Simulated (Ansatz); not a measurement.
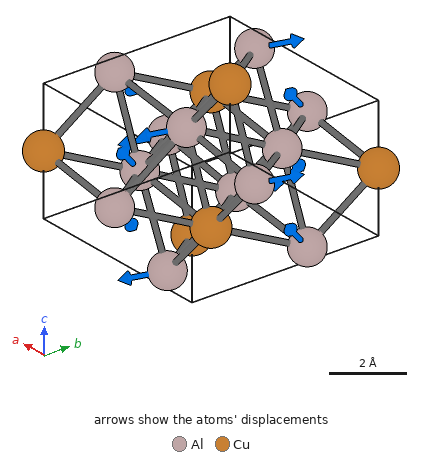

One vibrational mode of crystalline Al$_{4}$Cu (a generated structure) at the zone centre. Displacements are drawn as blue arrows; their common scale and sign are arbitrary. The picture is a ball-and-stick view of the conventional cell (2 times the calculation's cell), seen from a free direction. Lengths and directions refer to the drawn axes.

Method: DFT PBE, scalar-relativistic, plane waves, PAW in Ansatz. Set-up: plane-wave cutoff 420 eV; k-point mesh 12 × 12 × 12; occupations fermi dirac; smearing width 0.15 eV; no spin polarisation.

The frequencies depend somewhat on the k-mesh and the smearing.

Describe the mode and give its frequency.

Answer. This is the B_g mode at 9.6 THz, the highest optical level, Raman-active by symmetry. The Cu atoms stay at rest; atoms of one kind move against one another, with no net shift of their sublattice.
